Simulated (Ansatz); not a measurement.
This input was run:

```
crystal:
  lattice:
    - [3.990130944, 0.0, 0.0]
    - [0.0, 3.990130944, 0.0]
    - [0.0, 0.0, 3.990130944]
  atoms:
    - { symbol: K, position: [0.5, 0.5, 0.5] }
    - { symbol: Ta, position: [0.0, 0.0, 0.0] }
    - { symbol: O, position: [0.5, 0.0, 0.0] }
    - { symbol: O, position: [0.0, 0.5, 0.0] }
    - { symbol: O, position: [0.0, 0.0, 0.5] }
kpoints:
  mp_grid: { grid: [4, 4, 4] }
  band_path:
    path: [[0.0, 0.0, 0.0], [0.0, 0.5, 0.0], [0.5, 0.5, 0.0], [0.5, 0.5, 0.5]]
    npoints: 1
hamiltonian:
  xc: pbe0
scf:
  occupations: { method: fixed }
  n_extra_bands: 5
output:
  forces: true
  stress: true
  eigenvalues: true
```

What will the density of states look like?

There is a gap; over the k points computed it is 4.32 eV (indirect; the smallest direct gap is 4.96 eV). The upper group of valence states starts about 6.0 eV under the valence-band top, with a gap beneath it; it holds about 18 electrons a cell. Within the window shown, the tallest peak of the filled states lies 4.1 eV under the valence-band top, at about 8.6 states per eV and cell.

Spin-orbit coupling is left out, which matters for Ta.

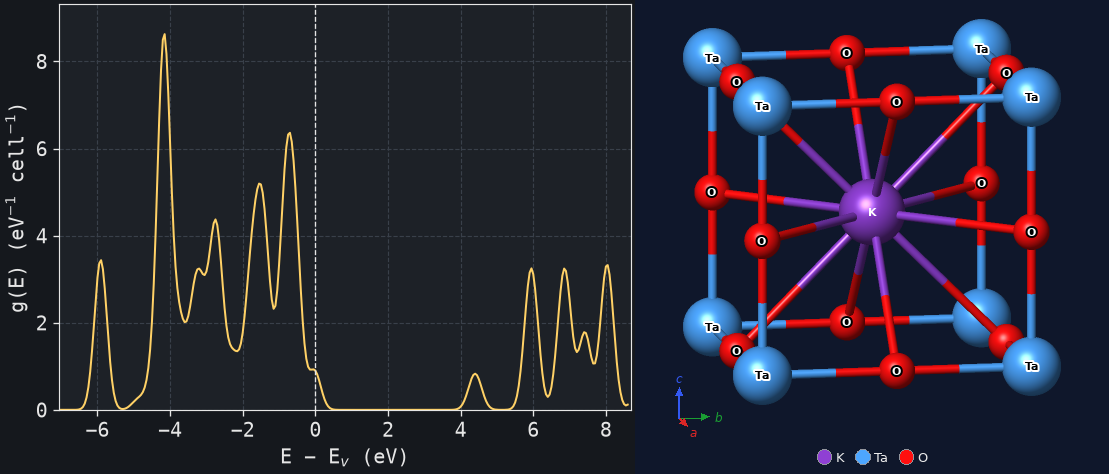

Density of states, beside the structure. Energies are counted from the top of the valence band. The curve is built from the levels of the k mesh with Gaussians 0.4 eV wide, which also blur the band edges.
